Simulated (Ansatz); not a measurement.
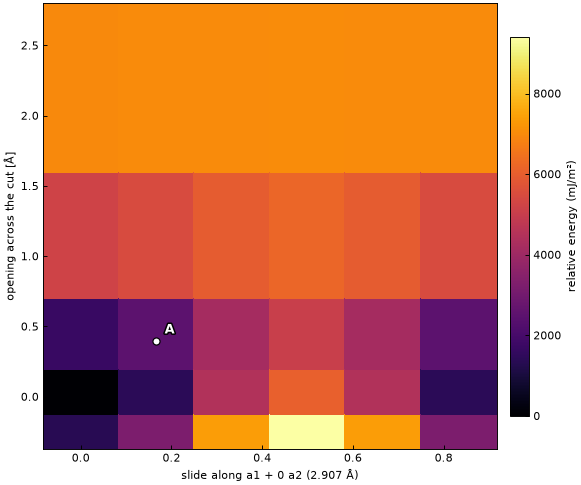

TaN (P-6m2, No. 187; 8 atoms in the cell). 
- Rigid slide and opening across a plane, one cut a cell; the plane is (1 0 0) of the conventional cell, and the faces at the cut hold Ta and N.
- First axis: slide along a1 + 0 a2 (2.907 Å). Second axis: opening across the cut.
- Nothing is relaxed (rigid halves).
- The grid has 6 × 5 points; 20 points were computed and 10 follow by symmetry.
- Points are written as (first, second).
- All energies are given in mJ/m² relative to the lowest grid point.
- Computed with DFT LDA, scalar-relativistic, plane waves, PAW (Ansatz). Settings: cutoff 520 eV, k-mesh 15×15×5 in the order of the run's cell vectors, gaussian smearing 0.15 eV, no spin polarisation.

Drawn: one coloured cell a grid point, the point A.

Question: Is A at rest? If not, where is it pushed?

Answer: A, at (0.167, 0.40 Å), is not a stationary point. The computed force is 8900 mJ/m² for each unit of the axis towards smaller values of the first coordinate and 5100 mJ/m² for each Å towards smaller values of opening across the cut.

PAW datasets: the set soft_1.
